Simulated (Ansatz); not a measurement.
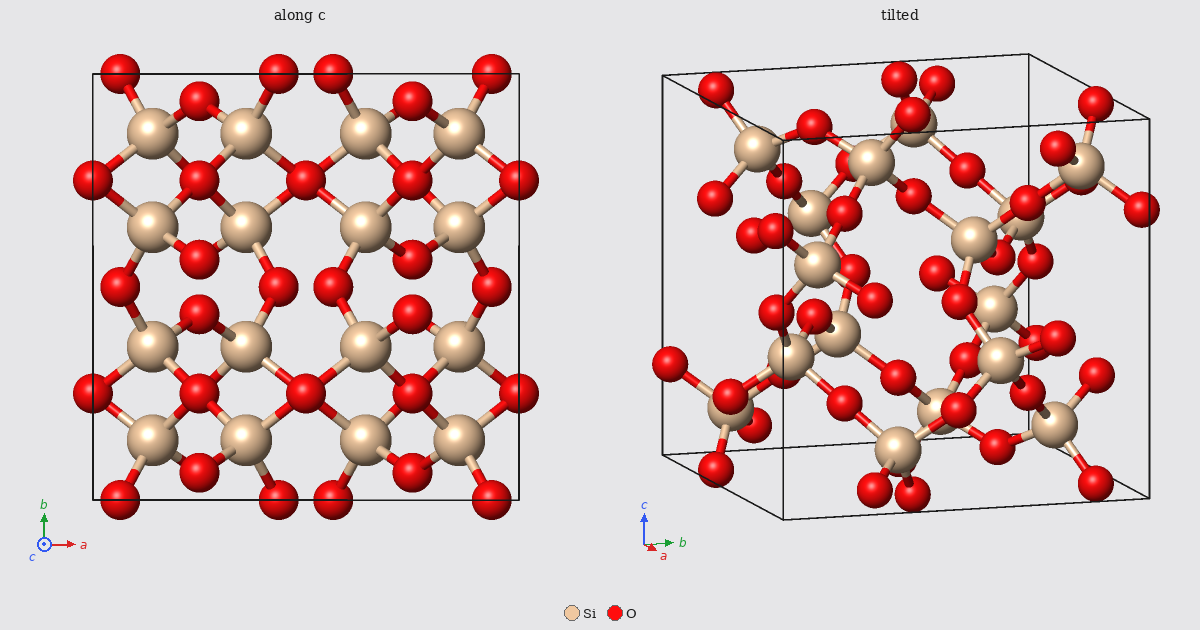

This ball-and-stick model is shown along the c axis and slightly off an axis. The frame is the conventional unit cell; atoms at its boundary are shown with their periodic copies.

SiO₂, space group Ia-3 (No. 206), a = 8.36 Å, b = 8.36 Å, c = 8.36 Å, α = 90.00°, β = 90.00°, γ = 90.00°.

Level of theory and settings: DFT r2SCAN, scalar-relativistic, plane waves, PAW in Ansatz, plane waves up to 500 eV, k-points about 0.27 Å⁻¹ apart, Gaussian smearing of 0.02 eV, no spin polarisation.

Question: Predict the gap.

Answer: An insulator at this level, with a gap of 6.75 eV on the k-mesh (the true edges may lie between mesh points, so the gap can be somewhat smaller).

The initial geometry was a structure listed in the Materials Project. The cell was then strained or its atoms displaced on purpose. The atoms were relaxed in a fixed cell with DFT r2SCAN, scalar-relativistic, plane waves, PAW (Ansatz).
